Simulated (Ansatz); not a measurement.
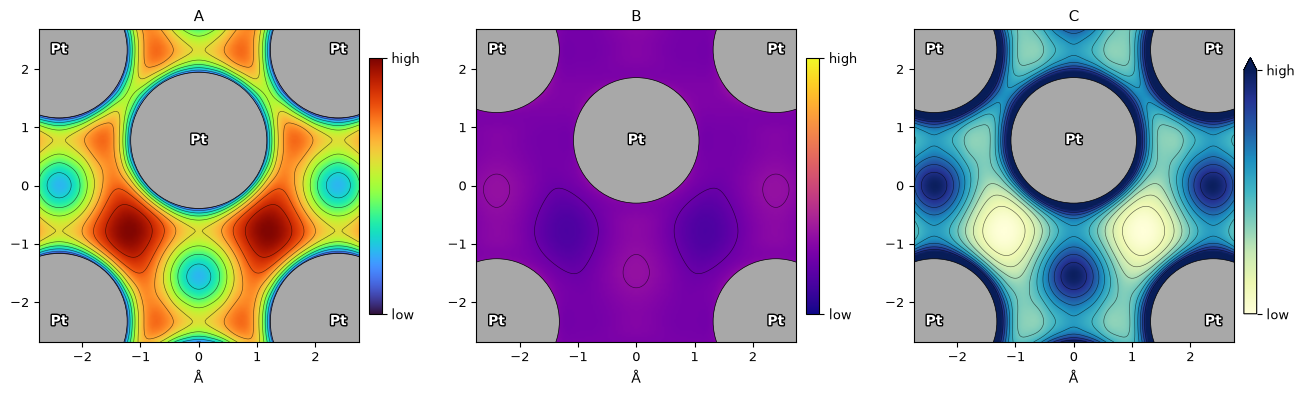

Pt: 3 fields on the (110) plane of the conventional cell, with unlabelled colour scales. Grey discs cover the atomic cores.

Space group P6₃/mmc; a structure from a database of computed crystals, not necessarily the ambient phase; changed on purpose from its base cell (strain -0.0250 x Voigt [1, 1, 0, 0, 0, 0], atoms carried along); computed pressure about 3 GPa in this cell.

The calculation used DFT PBEsol, scalar-relativistic, plane waves, PAW (Ansatz 0.2.0).

> The panels show electron localisation function, electrostatic potential energy of an electron and valence pseudo-density in some order. Assign them.

Panel A: electrostatic potential energy of an electron (low next to the atoms, rising into the space between them). Panel B: electron localisation function. Panel C: valence pseudo-density. From the grid: Pt–Pt (2.86 Å): the density is about 0.33 e/Å³ at the midpoint; the ELF is about 0.25 at the midpoint (no localised pair shows between them).
